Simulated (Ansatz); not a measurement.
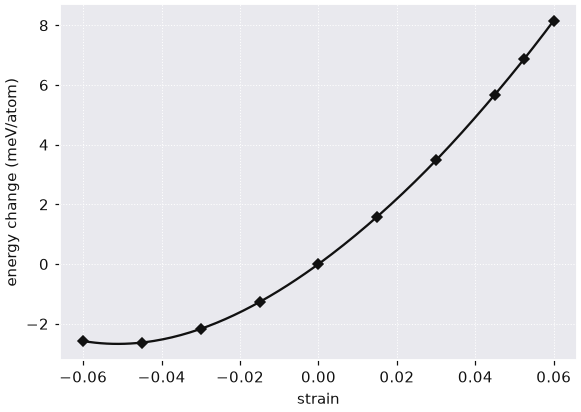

The picture above shows the energy change against strain for Li, space group Im-3m (No. 229).

Starting cell:
```xyz
1
Lattice="-1.7500 1.7500 1.7500 1.7500 -1.7500 1.7500 1.7500 1.7500 -1.7500" Properties=species:S:1:pos:R:3 pbc="T T T"
Li    0.0000    0.0000    0.0000
```

Method: homogeneous strain of a crystal along one Voigt pattern with engineering shear, fractional coordinates fixed, by plane-wave density functional theory with PAW datasets, free energies less that of the undisturbed cell, pressure positive in compression; scalar-relativistic (Ansatz 0.2.0). Level: PBEsol, no spin polarisation.

wave cutoff 420 eV; k mesh 20×20×20; occupations Gaussian; smearing width 0.15 eV; k shift (0, 0, 0) (mesh steps); start as given; strain pattern (1, 0, 0, 0, 0, 0) (xx yy zz yz xz xy with engineering shear).

From this curve and the settings, what does the calculation give for the tensile stress summed over the strain pattern and pressure at the same points?

The tensile stress summed over the strain pattern rises from −0.166 GPa at strain −0.0600 to 1.311 GPa at 0.0600, and changes sign near −0.051. The pressure falls from 0.057 GPa at strain −0.0600 to −1.310 GPa at 0.0600.

```csv
strain,tensile stress summed over the strain pattern (GPa),pressure (GPa)
-0.0600,-0.166,0.057
-0.0450,0.108,-0.155
-0.0300,0.346,-0.354
-0.0150,0.545,-0.540
0.0000,0.714,-0.714
0.0150,0.868,-0.878
0.0300,1.018,-1.032
0.0450,1.167,-1.176
0.0525,1.240,-1.244
0.0600,1.311,-1.310
```

Note: reference crystal is not relaxed.
